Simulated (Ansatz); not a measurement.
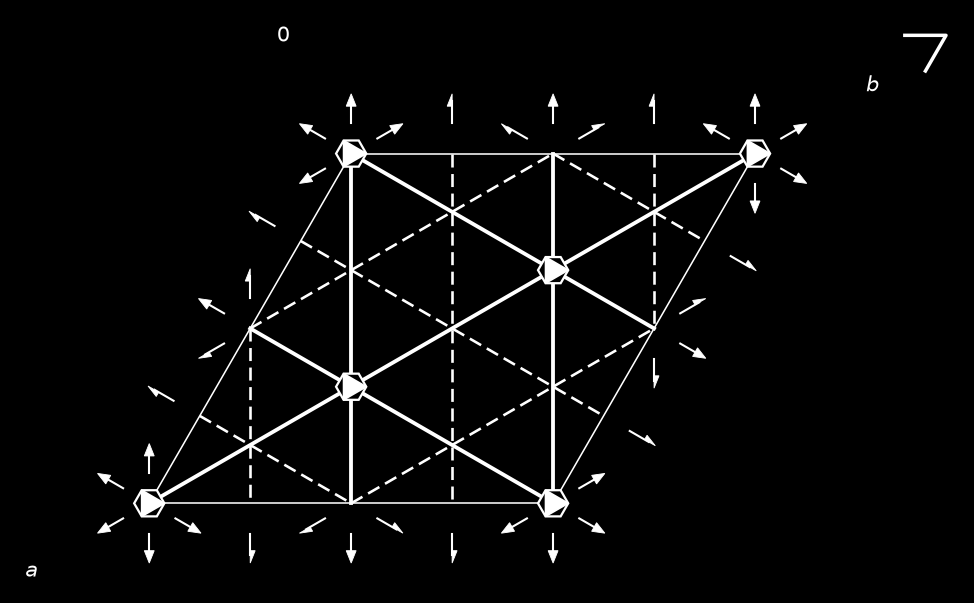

Symmetry elements of a space group, projected down c, computed from the operations of a computed or model structure of composition TaN.

Symbols follow the International Tables: origin at the upper left, the third axis towards the viewer; heavy, dashed, dotted, dash-dotted and dash-dot-dot lines are mirror, in-plane glide, out-of-plane glide, diagonal (n; with arrows d) and double (e) glide planes seen edge on; arrows at the rim are 2 (full head) and 2₁ (half head) axes in the plane; the corner sign is a plane parallel to the page; fractions are heights. Handed screw axes carry their printed symbol instead of tails.

### Which space group is it?

No. 187, P-6m2; primitive hexagonal, point group -6m2, 12 general positions a cell.

### List the elements shown.

−6 axes along c at (0, 0), (1/3, 2/3), (2/3, 1/3); mirror planes holding c and [1 2 0] or [2 1 0] or [−1 1 0]; in-plane glide planes holding c and [1 2 0] or [2 1 0] or [−1 1 0]; a mirror plane normal to c at height 0; 2 axes along [1 2 0] at height 0; 2 axes along [2 1 0] at height 0; 2 axes along [−1 1 0] at height 0; 2₁ axes along [1 2 0] at height 0; 2₁ axes along [2 1 0] at height 0; 2₁ axes along [−1 1 0] at height 0. Heights repeat every half period; positions are (a, b) fractions, modulo 1.

### Write the general positions (in any order).

x, y, z; −x+y, −x, −z; −y, x−y, z; x, y, −z; −x+y, −x, z; −y, x−y, −z; −y, −x, −z; x, x−y, z; −x+y, y, −z; −y, −x, z; x, x−y, −z; −x+y, y, z
